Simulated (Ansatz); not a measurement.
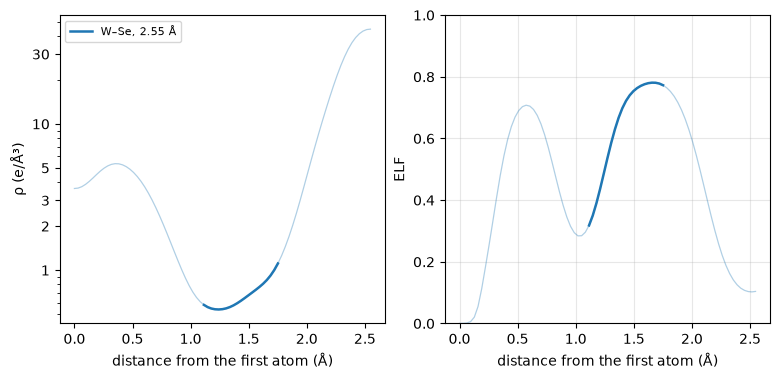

W2Se3 (slab). Valence charge density (pseudo) and ELF along straight lines between neighbouring atoms. Thin, pale parts lie inside the atomic spheres.

Not relaxed (largest force 0.7 eV/Å).

These are results of Ansatz, DFT PBE, scalar-relativistic, plane waves, PAW, not measurements.

The density is the valence pseudo-density of a PAW calculation; it isn't the true density close to the nuclei.

```yaml
crystal:
  lattice:
    - [3.32049, 0.00000, 0.00000]
    - [-1.66024, 2.87563, 0.00000]
    - [0.00000, 0.00000, 47.47166]
  atoms:
    - { symbol: W, position: [0.33333, 0.66667, 0.15799] }
    - { symbol: Se, position: [0.66667, 0.33333, 0.19334] }
    - { symbol: Se, position: [0.33333, 0.66667, 0.28316] }
    - { symbol: W, position: [0.66667, 0.33333, 0.31852] }
    - { symbol: Se, position: [0.33333, 0.66667, 0.35387] }
    - { symbol: Se, position: [0.66667, 0.33333, 0.64613] }
    - { symbol: W, position: [0.33333, 0.66667, 0.68148] }
    - { symbol: Se, position: [0.66667, 0.33333, 0.71684] }
    - { symbol: Se, position: [0.33333, 0.66667, 0.80666] }
    - { symbol: W, position: [0.66667, 0.33333, 0.84201] }
```

What can be read from the curves?

Answer. W–Se (2.55 Å): ρ at the midpoint is about 0.54 e/Å³; the ELF is about 0.55 at the midpoint.
